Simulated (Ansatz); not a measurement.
## Geometry relaxation, with input and output: HfO$_{2}$ (part 1 of 4)

- system: HfO$_{2}$ (slab, 24 atoms in the cell)
- method: DFT PBE+D3(BJ), scalar-relativistic, plane waves, PAW, no spin polarisation (Ansatz 0.2.0)

The structure derives from an entry of the Crystallography Open Database. The input holds or restrains some coordinates. It belongs to a series of runs on one base structure; here: clean slab, lower planes held. Figures and captions count atoms from 1; the log counts them from 0 in places.

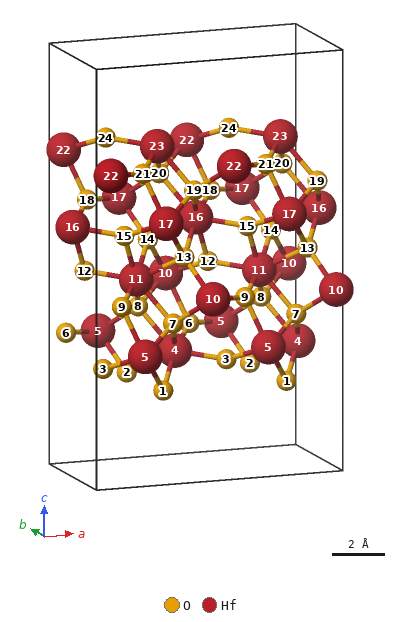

Fig. 1: The input geometry (ball-and-stick view of the 2 × 1 repeat of the cell, with the vacuum cut short, seen slightly off an axis; atoms are numbered from 1 in the order of the input).

Results in brief:

```csv
quantity,value
outcome,converged under the restraints of the input
electrons treated,304
free energy,−134885.4084 eV
"work function, top face",4.22 eV
"work function, bottom face",8.13 eV
Fermi energy,2.967 eV
gap on the k-point mesh,none (metallic)
final volume,686.60 Å³
work function (upper face),4.22 eV
"largest force (length of the vector) at the end, held atoms and coordinates included",4.464 eV/Å
hardware,"8 threads of Intel Xeon (Granite Rapids), 32 GiB of memory available, shared host"
wall time,61 s (CPU time 7.8 min)
peak memory,2.9 GiB
```

Remarks:

Warnings of the run: the exchange-correlation potential is rough where the density is thin. Spin–orbit coupling is left out, which matters for Hf.

Input file:
```yaml
crystal:
  lattice:
    - [5.1260959524, 0.0, 0.0]
    - [0.0, 5.2021810351, 0.0]
    - [0.0, 0.0, 25.7472086972]
  atoms:
    - { symbol: O, position: [0.6347922145, 0.2419181658, 0.310713293] }
    - { symbol: O, position: [0.5361300048, 0.7580818342, 0.3191816937] }
    - { symbol: O, position: [0.1832406033, 0.3358219391, 0.3470858553] }
    - { symbol: Hf, position: [0.8445046145, 0.5424419734, 0.3572637925] }
    - { symbol: Hf, position: [0.4118787145, 0.0424419734, 0.3742505882] }
    - { symbol: O, position: [0.0731427256, 0.8358219391, 0.3844285253] }
    - { symbol: O, position: [0.7202533241, 0.2580818342, 0.4123326869] }
    - { symbol: O, position: [0.6215911145, 0.7419181658, 0.4208010876] }
    - { symbol: O, position: [0.268701713, 0.1641780609, 0.4487052492] }
    - { symbol: Hf, position: [0.9299657241, 0.9575580266, 0.4588831864] }
    - { symbol: Hf, position: [0.4973398241, 0.4575580266, 0.475869982] }
    - { symbol: O, position: [0.1586038353, 0.6641780609, 0.4860479192] }
    - { symbol: O, position: [0.8057144338, 0.2419181658, 0.5139520808] }
    - { symbol: O, position: [0.7070522241, 0.7580818342, 0.5224204815] }
    - { symbol: O, position: [0.3541628226, 0.3358219391, 0.5503246431] }
    - { symbol: Hf, position: [0.0154268337, 0.5424419734, 0.5605025803] }
    - { symbol: Hf, position: [0.5828009338, 0.0424419734, 0.5774893759] }
    - { symbol: O, position: [0.2440649449, 0.8358219391, 0.5876673131] }
    - { symbol: O, position: [0.8911755434, 0.2580818342, 0.6155714747] }
    - { symbol: O, position: [0.7925133337, 0.7419181658, 0.6240398754] }
    - { symbol: O, position: [0.4396239323, 0.1641780609, 0.651944037] }
    - { symbol: Hf, position: [0.1008879434, 0.9575580266, 0.6621219742] }
    - { symbol: Hf, position: [0.6682620434, 0.4575580266, 0.6791087698] }
    - { symbol: O, position: [0.3295260546, 0.6641780609, 0.689286707] }
basis:
  ecutwfc: 420
kpoints:
  mp_grid: { grid: [3, 3, 1] }
hamiltonian:
  xc: pbe
  dispersion: d3bj
scf:
  occupations: { method: gaussian, width: 0.05 }
output:
  forces: true
  eigenvalues: true
  write_density: true
  write_potential: true
  elf: true
  volumetric_format: npy
relax:
  adjacent_minimum: "off"
  f_tol: 0.03
  max_steps: 70
  constraints: [{ sites: [0, 1, 2, 3, 4, 5, 6, 7, 8, 9, 10, 11] }]
efield:
  axis: 3
  dipole_correction: true
  ramp_width: 0.04
```

Launched with:
```bash
ansatz run input.yaml --threads 8 --pin off --max-ram 20480MiB --backend cpu --events-out ev --progress --plain --runs-dir out
```

Output:
```
Engine: ansatz 0.2.0, x86_64-unknown-linux-gnu
Pseudopotentials: kind: paw
Pseudopotential: O, paw, valence charge 6, recommended cutoff 420 eV (normal), O.paw.azcp
Pseudopotential: Hf, paw, valence charge 26, recommended cutoff 420 eV (normal), Hf.paw.azcp
Functional definition: PBE
  parameter kappa = 0.804
  parameter beta = 0.06672455060314922
  exchange = pbe_x(kappa = kappa, mu = beta*pi^2/3)
  correlation = pbe_c(beta = beta)
Crystal: 24 atoms, lattice volume = 686.598 Å³
Basis set: ecut = 420 eV, 13447 PW (Γ), exchange–correlation on 72×72×360 points (8 copies of the dense FFT grid, shifted against one another)
Bands: 183, of which v1, the nominal top of the filled ones, is band 152 counted from 1 (151 counted from 0)
Symmetry: 1 space group operations
Space group: P1 (ITA 1), of the structure as read, at distance tolerance 8.8e-5 Å
k-points: 5 of 9 (time reversal used)
Non-local potential: O, projectors of the file, l = 0: 2, l = 1: 2, l = 2: 1
Non-local potential: Hf, projectors of the file, l = 0: 3, l = 1: 2, l = 2: 2, l = 3: 3
PAW form: soft (Blöchl's): semilocal exchange-correlation on the pseudo side does not see the compensation charge
PAW one-centre angular grid: O, 110 points (default); XC on 64 Gauss nodes
PAW one-centre angular grid: Hf, 590 points (default); XC on 64 Gauss nodes
Initial density: superposition of atomic densities (neutral atoms: chi_scale 0, normalization atom), corrected by the library's trained network
Initial wavefunctions: pseudopotential atomic-orbital guess
Functional: x = pbe(κ = 0.804, μ = 0.2195149727645171), c = pbe(β = 0.06672455060314922)
SCF iter   1: F=—  HF=-134884.717401 eV  |F-HF|=—  |Δ(HF+E_count)|=         —  Δρ=8.71e-3  dr2=5.86e0  ethr=1.77e-3  p=0.543 e·Å  D=1.43e-1 V/Å  ΔV_dip=-3.69 eV  dr2_dipole=3.37e0  V_vac-E_F(+/−)=4.59/8.27 eV  ⟨swp⟩=6.4  Hψ=3364  notcnv=0  defer=74
efield: sawtooth ramp at fractional position 0.9800 (placed from the atoms, in the widest stretch of the axis that holds none; the zero of the levels goes with the place), width 0.0400; the density the first Hamiltonian is built on has a dipole p = 0.543 e·Å; the dipole correction subtracts the counter field D = 1.43e-1 V/Å, which shifts the + side's vacuum level by -3.69 eV against the − side's; the planar-averaged density in the ramp window peaks in size at 9.4e-6 e/Å³
preconditioner: auto → LDOS  [insulator: Δε(μ)=0.065 eV  Ē_g=17.209 eV  σ=0.050 eV  W_gap=0.63  n_scr=138 (ndim 8)  ℏωp=24.0 eV  f_vac=0.548  D(μ)=9.10/eV (n_scr^D=40)  ε∞_Penn≈3.0  β→1.0]
SCF iter   2: F=—  HF=-134884.534513 eV  |F-HF|=—  |Δ(HF+E_count)|=   1.83e-1  Δρ=9.79e-3  dr2=2.13e0  ethr=1.77e-3  p=0.573 e·Å  D=1.51e-1 V/Å  ΔV_dip=-3.89 eV  dr2_dipole=9.54e-1  V_vac-E_F(+/−)=4.21/8.10 eV  ⟨swp⟩=2.0  Hψ=1089  notcnv=0  defer=127
SCF iter   3: F=—  HF=-134884.522428 eV  |F-HF|=—  |Δ(HF+E_count)|=   1.21e-2  Δρ=5.15e-3  dr2=3.08e-1  ethr=7.00e-4  p=0.588 e·Å  D=1.55e-1 V/Å  ΔV_dip=-3.99 eV  dr2_dipole=5.41e-3  V_vac-E_F(+/−)=4.14/8.13 eV  ⟨swp⟩=2.0  Hψ=1085  notcnv=0  defer=127
SCF iter   4: F=—  HF=-134884.473830 eV  |F-HF|=—  |Δ(HF+E_count)|=   4.86e-2  Δρ=1.82e-3  dr2=1.39e-1  ethr=1.01e-4  p=0.575 e·Å  D=1.52e-1 V/Å  ΔV_dip=-3.90 eV  dr2_dipole=6.87e-2  V_vac-E_F(+/−)=4.25/8.15 eV  ⟨swp⟩=3.0  Hψ=1500  notcnv=0  defer=127
SCF iter   5: F=—  HF=-134884.471309 eV  |F-HF|=—  |Δ(HF+E_count)|=   2.52e-3  Δρ=1.66e-3  dr2=2.07e-2  ethr=4.57e-5  p=0.581 e·Å  D=1.53e-1 V/Å  ΔV_dip=-3.94 eV  dr2_dipole=1.61e-3  V_vac-E_F(+/−)=4.22/8.16 eV  ⟨swp⟩=2.2  Hψ=1114  notcnv=0  defer=123
SCF iter   6: F=—  HF=-134884.470574 eV  |F-HF|=—  |Δ(HF+E_count)|=   7.35e-4  Δρ=1.29e-3  dr2=1.79e-2  ethr=6.82e-6  p=0.582 e·Å  D=1.53e-1 V/Å  ΔV_dip=-3.95 eV  dr2_dipole=4.09e-3  V_vac-E_F(+/−)=4.22/8.17 eV  ⟨swp⟩=2.0  Hψ=993  notcnv=0  defer=123
SCF iter   7: F=—  HF=-134884.470772 eV  |F-HF|=—  |Δ(HF+E_count)|=   1.98e-4  Δρ=7.78e-4  dr2=5.88e-3  ethr=5.87e-6  p=0.582 e·Å  D=1.53e-1 V/Å  ΔV_dip=-3.95 eV  dr2_dipole=1.09e-4  V_vac-E_F(+/−)=4.23/8.18 eV  ⟨swp⟩=1.6  Hψ=808  notcnv=0  defer=123
SCF iter   8: F=—  HF=-134884.471045 eV  |F-HF|=—  |Δ(HF+E_count)|=   2.73e-4  Δρ=5.07e-4  dr2=2.56e-3  ethr=1.94e-6  p=0.583 e·Å  D=1.54e-1 V/Å  ΔV_dip=-3.95 eV  dr2_dipole=5.94e-5  V_vac-E_F(+/−)=4.23/8.18 eV  ⟨swp⟩=2.0  Hψ=984  notcnv=0  defer=123
SCF iter   9: F=—  HF=-134884.471409 eV  |F-HF|=—  |Δ(HF+E_count)|=   3.64e-4  Δρ=3.79e-4  dr2=1.47e-3  ethr=8.42e-7  p=0.583 e·Å  D=1.54e-1 V/Å  ΔV_dip=-3.95 eV  dr2_dipole=1.73e-4  V_vac-E_F(+/−)=4.23/8.19 eV  ⟨swp⟩=2.0  Hψ=1278  notcnv=0  defer=123
SCF iter  10: F=—  HF=-134884.471432 eV  |F-HF|=—  |Δ(HF+E_count)|=   2.26e-5  Δρ=2.42e-4  dr2=6.09e-4  ethr=4.83e-7  p=0.582 e·Å  D=1.53e-1 V/Å  ΔV_dip=-3.95 eV  dr2_dipole=8.41e-5  V_vac-E_F(+/−)=4.24/8.19 eV  ⟨swp⟩=2.0  Hψ=910  notcnv=0  defer=123
SCF iter  11: F=—  HF=-134884.471481 eV  |F-HF|=—  |Δ(HF+E_count)|=   4.94e-5  Δρ=1.34e-4  dr2=1.70e-4  ethr=2.00e-7  p=0.581 e·Å  D=1.53e-1 V/Å  ΔV_dip=-3.94 eV  dr2_dipole=9.21e-6  V_vac-E_F(+/−)=4.24/8.19 eV  ⟨swp⟩=2.0  Hψ=863  notcnv=0  defer=123
SCF iter  12: F=—  HF=-134884.471544 eV  |F-HF|=—  |Δ(HF+E_count)|=   6.26e-5  Δρ=8.51e-5  dr2=1.89e-4  ethr=5.60e-8  p=0.581 e·Å  D=1.53e-1 V/Å  ΔV_dip=-3.94 eV  dr2_dipole=9.94e-5  V_vac-E_F(+/−)=4.24/8.18 eV  ⟨swp⟩=2.0  Hψ=1331  notcnv=0  defer=123
SCF iter  13: F=-134884.471550 eV  HF=-134884.471545 eV  |F-HF|=5.24e-6  |Δ(HF+E_count)|=   9.31e-7  Δρ=3.25e-5  dr2=9.93e-6  ethr=7.40e-9  p=0.581 e·Å  D=1.53e-1 V/Å  ΔV_dip=-3.94 eV  dr2_dipole=8.62e-8  V_vac-E_F(+/−)=4.24/8.18 eV  ⟨swp⟩=22.8  Hψ=10417  notcnv=0
SCF 1 converged in 13 iterations: F = -134884.471550 eV  dr2 = 9.93e-6
  greatest PAW one-centre occupation: 0.999 electrons in one spin orbital (limit 2), on the Hf atom at site 9 (counted from 0), in its partial waves of l = 0
relax step   1: F+E_penalty+E_count = -134884.47154991 eV  Δ(F+E_penalty+E_count) = +0.000e0 eV  max|allowed force component| = 2.366e0 eV/Å  Δτ_max = 0.0000 Å  (13 SCF iters, dr2 threshold 2.25e-5 eV, accepted)
Initial density: handed on by an earlier stage of this run
Initial wavefunctions: those handed on with the density
iter 1 solved again at ethr=9.82e-4 eV; its pass at ethr=3.10e-3 eV (dr2=2.98e0 eV) is discarded
SCF iter   1: F=—  HF=-134885.476630 eV  |F-HF|=—  |Δ(HF+E_count)|=         —  Δρ=1.09e-2  dr2=2.99e0  ethr=9.82e-4  p=0.581 e·Å  D=1.53e-1 V/Å  ΔV_dip=-3.94 eV  dr2_dipole=1.22e0  V_vac-E_F(+/−)=4.16/8.10 eV  ⟨swp⟩=1.0  Hψ=2976  notcnv=0  defer=103
efield: sawtooth ramp at fractional position 0.9800 (handed on by an earlier solve), width 0.0400; the density the first Hamiltonian is built on has a dipole p = 0.581 e·Å; the dipole correction subtracts the counter field D = 1.53e-1 V/Å, which shifts the + side's vacuum level by -3.94 eV against the − side's; the planar-averaged density in the ramp window peaks in size at 1.1e-6 e/Å³
preconditioner: auto → LDOS  [metal: Δε(μ)=0.043 eV  Ē_g=17.219 eV  σ=0.050 eV  W_gap=0.45  n_scr=138 (ndim 8)  ℏωp=24.0 eV  f_vac=0.552  D(μ)=9.68/eV (n_scr^D=48)  β→1.0]
SCF iter   2: F=—  HF=-134885.362662 eV  |F-HF|=—  |Δ(HF+E_count)|=   1.14e-1  Δρ=9.05e-3  dr2=2.13e0  ethr=9.82e-4  p=0.603 e·Å  D=1.59e-1 V/Å  ΔV_dip=-4.09 eV  dr2_dipole=9.59e-1  V_vac-E_F(+/−)=4.11/8.20 eV  ⟨swp⟩=3.4  Hψ=2393  notcnv=0  defer=121
SCF iter   3: F=—  HF=-134885.299522 eV  |F-HF|=—  |Δ(HF+E_count)|=   6.31e-2  Δρ=4.12e-3  dr2=2.31e-1  ethr=7.01e-4  p=0.588 e·Å  D=1.55e-1 V/Å  ΔV_dip=-3.99 eV  dr2_dipole=3.85e-2  V_vac-E_F(+/−)=4.18/8.17 eV  ⟨swp⟩=2.8  Hψ=1074  notcnv=0  defer=127
SCF iter   4: F=—  HF=-134885.280975 eV  |F-HF|=—  |Δ(HF+E_count)|=   1.85e-2  Δρ=2.59e-3  dr2=1.04e-1  ethr=7.59e-5  p=0.587 e·Å  D=1.55e-1 V/Å  ΔV_dip=-3.98 eV  dr2_dipole=9.81e-3  V_vac-E_F(+/−)=4.18/8.17 eV  ⟨swp⟩=2.4  Hψ=1544  notcnv=0  defer=127
SCF iter   5: F=—  HF=-134885.276143 eV  |F-HF|=—  |Δ(HF+E_count)|=   4.83e-3  Δρ=2.20e-3  dr2=7.33e-2  ethr=3.42e-5  p=0.584 e·Å  D=1.54e-1 V/Å  ΔV_dip=-3.96 eV  dr2_dipole=1.24e-2  V_vac-E_F(+/−)=4.20/8.16 eV  ⟨swp⟩=2.0  Hψ=1381  notcnv=0  defer=127
SCF iter   6: F=—  HF=-134885.270378 eV  |F-HF|=—  |Δ(HF+E_count)|=   5.77e-3  Δρ=1.45e-3  dr2=3.86e-2  ethr=2.41e-5  p=0.579 e·Å  D=1.53e-1 V/Å  ΔV_dip=-3.93 eV  dr2_dipole=7.90e-3  V_vac-E_F(+/−)=4.23/8.16 eV  ⟨swp⟩=2.0  Hψ=1221  notcnv=0  defer=127
SCF iter   7: F=—  HF=-134885.271064 eV  |F-HF|=—  |Δ(HF+E_count)|=   6.87e-4  Δρ=9.99e-4  dr2=1.13e-2  ethr=1.27e-5  p=0.575 e·Å  D=1.52e-1 V/Å  ΔV_dip=-3.90 eV  dr2_dipole=2.99e-5  V_vac-E_F(+/−)=4.25/8.15 eV  ⟨swp⟩=2.6  Hψ=1359  notcnv=0  defer=125
SCF iter   8: F=—  HF=-134885.272387 eV  |F-HF|=—  |Δ(HF+E_count)|=   1.32e-3  Δρ=5.48e-4  dr2=5.25e-3  ethr=3.73e-6  p=0.573 e·Å  D=1.51e-1 V/Å  ΔV_dip=-3.89 eV  dr2_dipole=1.96e-3  V_vac-E_F(+/−)=4.25/8.14 eV  ⟨swp⟩=3.0  Hψ=1412  notcnv=0  defer=125
SCF iter   9: F=—  HF=-134885.272846 eV  |F-HF|=—  |Δ(HF+E_count)|=   4.60e-4  Δρ=3.45e-4  dr2=1.54e-3  ethr=1.73e-6  p=0.574 e·Å  D=1.51e-1 V/Å  ΔV_dip=-3.89 eV  dr2_dipole=1.96e-4  V_vac-E_F(+/−)=4.25/8.14 eV  ⟨swp⟩=2.2  Hψ=1350  notcnv=0  defer=125
SCF iter  10: F=—  HF=-134885.272967 eV  |F-HF|=—  |Δ(HF+E_count)|=   1.20e-4  Δρ=2.06e-4  dr2=5.85e-4  ethr=5.06e-7  p=0.575 e·Å  D=1.51e-1 V/Å  ΔV_dip=-3.90 eV  dr2_dipole=1.63e-4  V_vac-E_F(+/−)=4.25/8.15 eV  ⟨swp⟩=2.4  Hψ=1387  notcnv=0  defer=125
SCF iter  11: F=—  HF=-134885.273087 eV  |F-HF|=—  |Δ(HF+E_count)|=   1.21e-4  Δρ=1.17e-4  dr2=2.00e-4  ethr=1.93e-7  p=0.576 e·Å  D=1.52e-1 V/Å  ΔV_dip=-3.91 eV  dr2_dipole=4.29e-5  V_vac-E_F(+/−)=4.24/8.15 eV  ⟨swp⟩=2.6  Hψ=1360  notcnv=0  defer=125
SCF iter  12: F=-134885.273165 eV  HF=-134885.273168 eV  |F-HF|=3.08e-6  |Δ(HF+E_count)|=   8.07e-5  Δρ=6.24e-5  dr2=4.80e-5  ethr=3.29e-8  p=0.577 e·Å  D=1.52e-1 V/Å  ΔV_dip=-3.91 eV  dr2_dipole=2.93e-6  V_vac-E_F(+/−)=4.24/8.15 eV  ⟨swp⟩=22.4  Hψ=11125  notcnv=0
SCF 2 converged in 12 iterations: F = -134885.273165 eV  dr2 = 4.80e-5
  greatest PAW one-centre occupation: 0.999 electrons in one spin orbital (limit 2), on the Hf atom at site 15 (counted from 0), in its partial waves of l = 0
relax step   2: F+E_penalty+E_count = -134885.27316499 eV  Δ(F+E_penalty+E_count) = -8.016e-1 eV  max|allowed force component| = 7.543e-1 eV/Å  Δτ_max = 0.1943 Å  (12 SCF iters, dr2 threshold 1.00e-4 eV, accepted)
[... from here on the SCF iterations and repeated set-up lines of each step are left out, up to the last step ...]
SCF 3 converged in 12 iterations: F = -134885.377773 eV  dr2 = 8.77e-6
relax step   3: F+E_penalty+E_count = -134885.37777252 eV  Δ(F+E_penalty+E_count) = -1.046e-1 eV  max|allowed force component| = 2.311e-1 eV/Å  Δτ_max = 0.0867 Å  (12 SCF iters, dr2 threshold 3.56e-5 eV, accepted)
SCF 4 converged in 12 iterations: F = -134885.397852 eV  dr2 = 7.77e-7
relax step   4: F+E_penalty+E_count = -134885.39785234 eV  Δ(F+E_penalty+E_count) = -2.008e-2 eV  max|allowed force component| = 1.491e-1 eV/Å  Δτ_max = 0.0489 Å  (12 SCF iters, dr2 threshold 5.01e-6 eV, accepted)
SCF 5 converged in 11 iterations: F = -134885.403571 eV  dr2 = 1.87e-6
relax step   5: F+E_penalty+E_count = -134885.40357146 eV  Δ(F+E_penalty+E_count) = -5.719e-3 eV  max|allowed force component| = 1.324e-1 eV/Å  Δτ_max = 0.0549 Å  (11 SCF iters, dr2 threshold 2.09e-6 eV, accepted)
SCF 6 converged in 10 iterations: F = -134885.407086 eV  dr2 = 6.49e-6
relax step   6: F+E_penalty+E_count = -134885.40708611 eV  Δ(F+E_penalty+E_count) = -3.515e-3 eV  max|allowed force component| = 7.811e-2 eV/Å  Δτ_max = 0.0366 Å  (10 SCF iters, dr2 threshold 7.30e-6 eV, accepted)
SCF 7 converged in 9 iterations: F = -134885.408443 eV  dr2 = 1.88e-6
relax step   7: F+E_penalty+E_count = -134885.40844291 eV  Δ(F+E_penalty+E_count) = -1.357e-3 eV  max|allowed force component| = 1.610e-2 eV/Å  Δτ_max = 0.0159 Å  (9 SCF iters, dr2 threshold 2.12e-6 eV, accepted)
iter 1 solved again at ethr=6.12e-10 eV; its pass at ethr=3.10e-3 eV (dr2=1.86e-6 eV) is discarded
SCF iter   1: F=—  HF=-134885.408472 eV  |F-HF|=—  |Δ(HF+E_count)|=         —  Δρ=1.29e-5  dr2=1.86e-6  ethr=6.12e-10  p=0.576 e·Å  D=1.52e-1 V/Å  ΔV_dip=-3.91 eV  dr2_dipole=3.95e-8  V_vac-E_F(+/−)=4.22/8.13 eV  ⟨swp⟩=1.0  Hψ=2150  notcnv=0
efield: sawtooth ramp at fractional position 0.9800 (handed on by an earlier solve), width 0.0400; the density the first Hamiltonian is built on has a dipole p = 0.576 e·Å; the dipole correction subtracts the counter field D = 1.52e-1 V/Å, which shifts the + side's vacuum level by -3.91 eV against the − side's; the planar-averaged density in the ramp window peaks in size at 2.4e-6 e/Å³
preconditioner: auto → LDOS  [metal: Δε(μ)=0.035 eV  Ē_g=17.258 eV  σ=0.050 eV  W_gap=0.37  n_scr=138 (ndim 8)  ℏωp=24.0 eV  f_vac=0.552  D(μ)=14.06/eV (n_scr^D=94)  β→1.0]
SCF iter   2: F=—  HF=-134885.408444 eV  |F-HF|=—  |Δ(HF+E_count)|=   2.79e-5  Δρ=2.27e-5  dr2=3.81e-6  ethr=6.12e-10  p=0.576 e·Å  D=1.52e-1 V/Å  ΔV_dip=-3.91 eV  dr2_dipole=7.92e-8  V_vac-E_F(+/−)=4.22/8.13 eV  ⟨swp⟩=2.0  Hψ=1446  notcnv=0
SCF iter   3: F=—  HF=-134885.408444 eV  |F-HF|=—  |Δ(HF+E_count)|=   6.35e-7  Δρ=7.55e-6  dr2=7.82e-7  ethr=6.12e-10  p=0.576 e·Å  D=1.52e-1 V/Å  ΔV_dip=-3.91 eV  dr2_dipole=2.13e-8  V_vac-E_F(+/−)=4.22/8.13 eV  ⟨swp⟩=2.0  Hψ=1380  notcnv=0
SCF iter   4: F=—  HF=-134885.408444 eV  |F-HF|=—  |Δ(HF+E_count)|=   2.11e-7  Δρ=9.29e-6  dr2=8.06e-7  ethr=2.57e-10  p=0.576 e·Å  D=1.52e-1 V/Å  ΔV_dip=-3.91 eV  dr2_dipole=8.58e-10  V_vac-E_F(+/−)=4.22/8.13 eV  ⟨swp⟩=2.0  Hψ=1437  notcnv=0
SCF iter   5: F=—  HF=-134885.408444 eV  |F-HF|=—  |Δ(HF+E_count)|=   2.31e-8  Δρ=3.40e-6  dr2=1.31e-7  ethr=2.57e-10  p=0.576 e·Å  D=1.52e-1 V/Å  ΔV_dip=-3.91 eV  dr2_dipole=1.58e-10  V_vac-E_F(+/−)=4.22/8.13 eV  ⟨swp⟩=3.0  Hψ=1375  notcnv=0
SCF iter   6: F=-134885.408444 eV  HF=-134885.408444 eV  |F-HF|=2.70e-8  |Δ(HF+E_count)|=   3.19e-8  Δρ=2.80e-6  dr2=7.37e-8  ethr=3.29e-11  p=0.576 e·Å  D=1.52e-1 V/Å  ΔV_dip=-3.91 eV  dr2_dipole=5.09e-10  V_vac-E_F(+/−)=4.22/8.13 eV  ⟨swp⟩=12.4  Hψ=7898  notcnv=0
SCF 8 converged in 6 iterations: F = -134885.408444 eV  dr2 = 7.37e-8
relax step   8: F+E_penalty+E_count = -134885.40844397 eV  Δ(F+E_penalty+E_count) = -1.059e-6 eV  max|allowed force component| = 1.659e-2 eV/Å  Δτ_max = 0.0000 Å  (6 SCF iters, accepted)
```

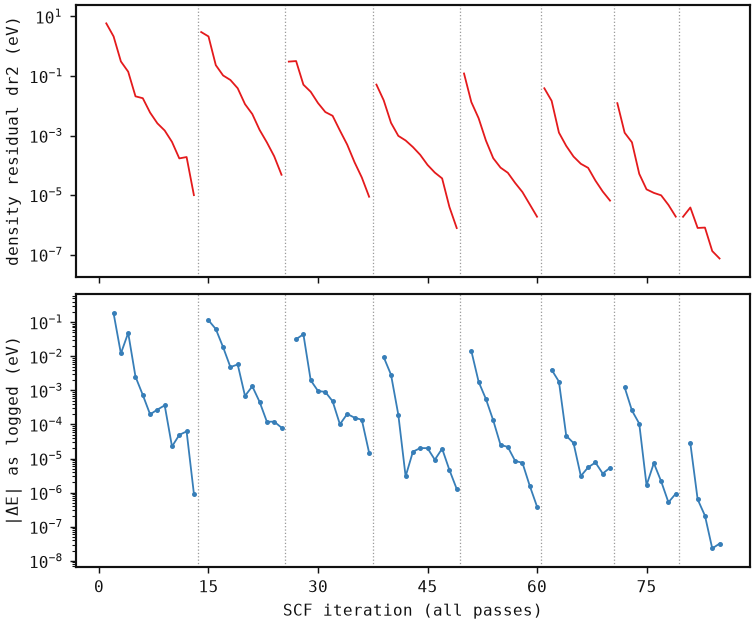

Fig. 2: Convergence of the self-consistent field: density residual dr2 and size of the energy change against the SCF iteration. The dotted lines part the SCF passes of the relaxation: geometry steps, rejected trials and re-solves on a re-selected basis. The 8 passes take 6 to 13 iterations each, 85 in all.
